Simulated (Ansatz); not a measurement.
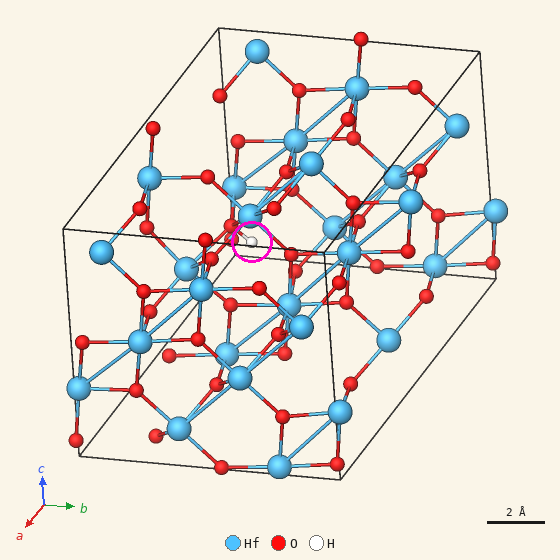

Shown here is a ball-and-stick view of the crystal, taken from a general direction. The outline marks the supercell. The host is HfO2, in a cell of 48 sites, and the cell carries a charge of +1. A ring marks the defect's site.

Q: Which defect is modelled here, and what are its neighbours?

A: An interstitial hydrogen atom. It is bonded to one O at about 1.0 Å. Not all metal-metal contacts are counted.

The atoms were relaxed in the host's cell with Ansatz 0.2.0, DFT PBEsol, scalar-relativistic, plane waves, PAW.
